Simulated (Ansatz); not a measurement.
# Si₂Ni: what the fields show

Input

```
crystal:
  lattice:
    - [0.0, 2.703, 2.703]
    - [2.703, 0.0, 2.703]
    - [2.703, 2.703, 0.0]
  atoms:
    - { symbol: Si, position: [0.25, 0.25, 0.25] }
    - { symbol: Si, position: [0.75, 0.75, 0.75] }
    - { symbol: Ni, position: [0.0, 0.0, 0.0] }
basis:
  ecutwfc: 420
kpoints:
  mp_grid: { grid: [14, 14, 14] }
hamiltonian:
  xc: pbe
scf:
  occupations: { method: gaussian, width: 0.1 }
output:
  forces: true
  stress: true
  eigenvalues: true
  write_density: true
  write_potential: true
  elf: true
  volumetric_format: npy
relax:
  adjacent_minimum: "off"
  f_tol: 0.005
  max_steps: 80
  cell: { stress_tol: 0.05 }
```

Run with:

```sh
ansatz run input.yaml --threads 1 --pin off --max-ram 2560MiB --backend cpu --events-out ev --progress --plain --runs-dir out
```

Below, planes, directions and counts refer to the conventional cell (a = 5.45 Å, b = 5.45 Å, c = 5.45 Å, α = 90.00°, β = 90.00°, γ = 90.00°).

The fields are those of the run's last geometry, not of the input's.

Space group Fm-3m; computed without spin polarisation.

All numbers below come from DFT PBE, scalar-relativistic, plane waves, PAW in Ansatz.

The density is the valence pseudo-density of a PAW calculation; it isn't the true density close to the nuclei.

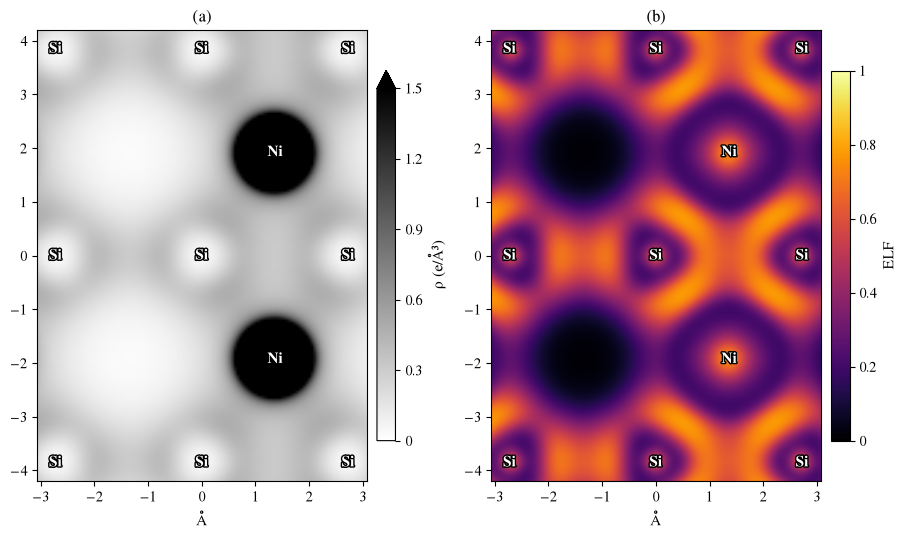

Figure 1. (a) valence electron density; (b) electron localisation function on the (110) plane of the conventional cell.

Interpret the plot.

The plane passes through Si and Ni nuclei.
Si–Ni (2.36 Å): the density is about 0.46 e/Å³ at the midpoint; the ELF peaks at about 0.80 in the valence shell of Si, 0.9 Å from its nucleus, and is about 0.50 at the midpoint.
Between the atoms the lowest density in this plane is 0.03 e/Å³.
The features right at Ni lie inside the PAW spheres, where the map follows smoothed inner orbitals and isn't to be read closely.

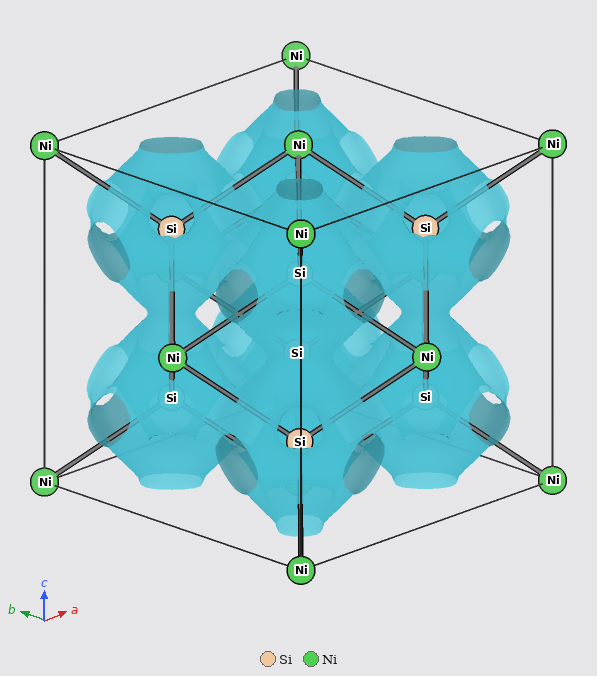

Figure 2. Isosurface of the ELF at 0.55 (cyan), seen at an oblique angle. Core shells and regions of very low density are left out. Sticks mark near contacts.

What do the ELF domains correspond to?

The surface consists of one network that runs through the whole crystal, counted in one cell of 12 atoms. Any copies at cell faces, edges or corners count once.

Metal or insulator at this level of theory?

It is metallic or semimetallic at this level of theory: no gap opens.
